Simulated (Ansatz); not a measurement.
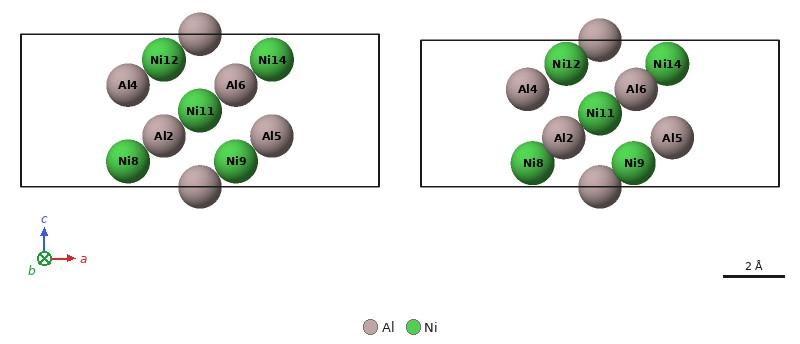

Two geometries of a wire of composition AlNi, drawn at one scale. One is the start of a relaxation, the other its converged end. Style: spheres-only. Shown: the cell of the calculation, with the vacuum cut short, along the b axis.

Computed with Ansatz 0.2.0, DFT PBE, scalar-relativistic, plane waves, PAW. Settings: plane-wave cutoff 420 eV; k-point mesh 1 × 1 × 11; occupations gaussian; smearing width 0.05 eV; no spin polarisation; cell relaxed at fixed a, b, alpha, beta, gamma; force threshold 0.02 eV/Å; at most 45 steps.

**Which geometry has the lower energy?**

The right one is the relaxed one. Case: wire along [1 1 1], 14 atoms a period. Over 3 accepted moves (4 points after the start) the energy falls by 0.817 eV per cell of the calculation. The largest force component goes from 1 to 0.011 eV/Å. The SCF was repeated once at an unchanged geometry on a basis and grid sized afresh for the cell, which shifted the energy by 2.4 meV per cell of the calculation at most. The largest moves relative to the layer's centre, 0.15 Å, are those of Ni atoms. Largest moves by element: Ni 0.15 Å, Al 0.02 Å. Along the periodic axis the drawn cell goes c 5.011 → 4.819 Å (−3.8 %). Some distances before and after: Al–Ni 2.505 → 2.344 Å, Al–Ni 2.505 → 2.402 Å, Al–Ni 2.505 → 2.428 Å. Bond angles that change, for instance: Al–Ni–Al 180.0° → 172.1°, Ni–Al–Ni 180.0° → 172.1°, Ni–Al–Ni 109.5° → 103.0°.

Limits of the set-up: the k-point mesh is coarse for a cell with partly filled bands.
